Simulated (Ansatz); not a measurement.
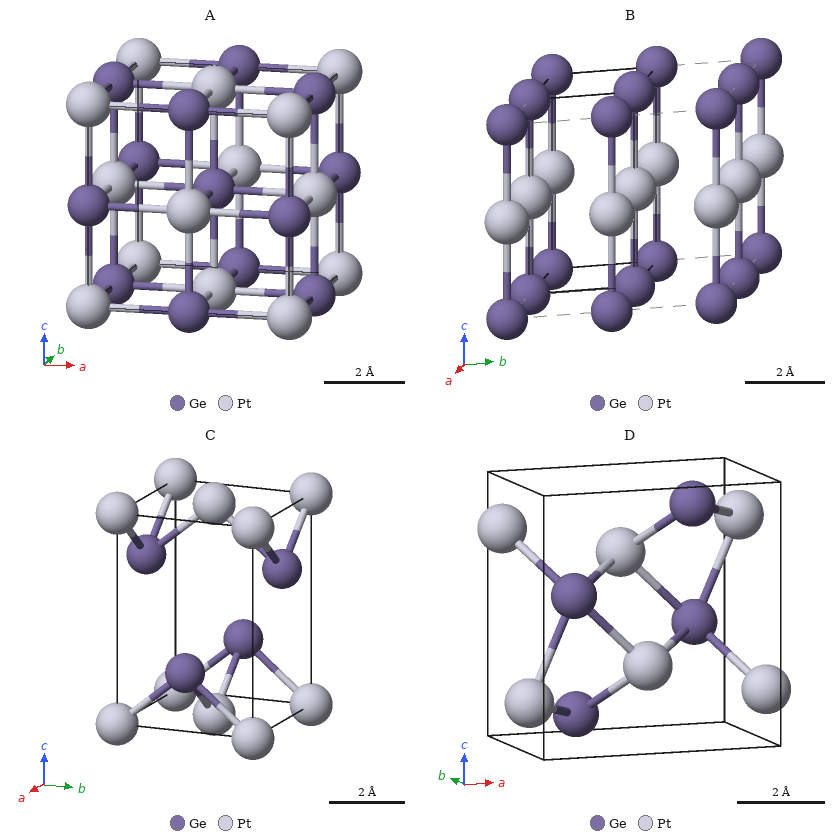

Four structures of GePt, each relaxed to rest (conventional cells in solid outline, small ones repeated, each panel with its own scale). Method: Ansatz, DFT PBE, scalar-relativistic, plane waves, PAW, without spin polarisation.

Give the type and space group of each panel.

A: rock salt (NaCl type), Fm-3m; B: 2 atoms a cell on a primitive hexagonal lattice, P6/mmm; C: 4 atoms a cell on a primitive tetragonal lattice, P4/nmm; D: 8 atoms a cell on a primitive orthorhombic lattice, Pnma.

Rank them by energy, lowest first.

D, then C (+240 meV/atom), A (+268 meV/atom) and B (+451 meV/atom), energies at zero smearing.

Collect the results in a table.

| panel | structure | E − E(lowest) (meV/atom) | volume (Å³/atom) | gap (eV) |
| --- | --- | --- | --- | --- |
| D | Pnma | 0 | 16.9 | metal |
| C | P4/nmm | 240 | 22.6 | metal |
| A | Fm-3m | 268 | 17.7 | metal |
| B | P6/mmm | 451 | 17.3 | metal |

Some of these may be structure types tried for this composition rather than known phases, and the most stable form need not be among them. Gaps are taken on the k-mesh or band path of each run.
